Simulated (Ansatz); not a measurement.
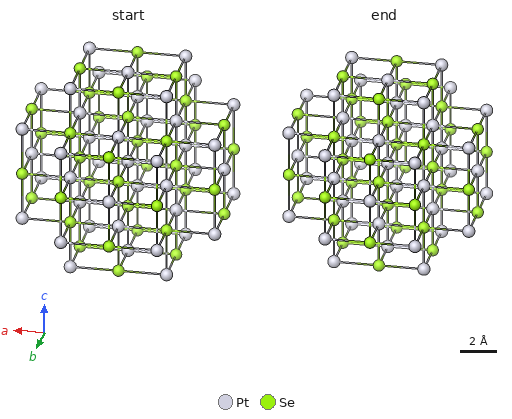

The structure of solid PtSe (a generated structure, set up in Fm-3m) before (left) and after (right) a relaxation, at one scale.

Style: ball-and-stick. Shown: the conventional cell (4 times the calculation's cell), from a free direction. Lengths and directions refer to the drawn axes.

The run lets cell and atoms move.

Method: Ansatz, Kohn-Sham DFT of a periodic cell, PBE with D4, Ansatz PAW.

Input file:
```yaml
crystal:
  lattice:
    - [0.0, 2.79841113, 2.79841113]
    - [2.79841113, 0.0, 2.79841113]
    - [2.79841113, 2.79841113, 0.0]
  atoms:
    - { symbol: Pt, position: [0.5, 0.5, 0.5] }
    - { symbol: Se, position: [0.0, 0.0, 0.0] }
hamiltonian:
  xc: pbe
  pseudopotentials: { kind: paw }
  dispersion: d4
kpoints:
  mp_grid: { grid: [8, 8, 8] }
scf:
  occupations: { method: fermi_dirac, width: 0.05 }
output:
  forces: true
  stress: true
  eigenvalues: true
relax:
  f_tol: 0.01
  max_steps: 40
  cell: { stress_tol: 0.05 }
```

Run as
```bash
ansatz run input.yaml --threads 2 --pin off --max-ram 5632MiB --backend cpu --events-out ev --progress --plain --runs-dir out
```

Describe what moved and what it gained.

Answer. The atoms keep their places relative to the cell (all moves are under 0.005 Å). The volume changes by −18.5 %, with a = b = c 5.597 → 5.228 Å (−6.6 %). Near-neighbour distances that change, for instance: Pt–Se 2.798 → 2.614 Å. The space group stays Fm-3m (No. 225). After 4 accepted moves (5 points after the start) the energy has fallen by 265 meV per atom. All forces vanish by symmetry, so only the cell relaxes. The pressure goes from −17.79 to 0.00 GPa. The SCF was repeated once at an unchanged geometry on a basis and grid sized afresh for the cell, which shifted the energy by 1.1 meV per atom at most.
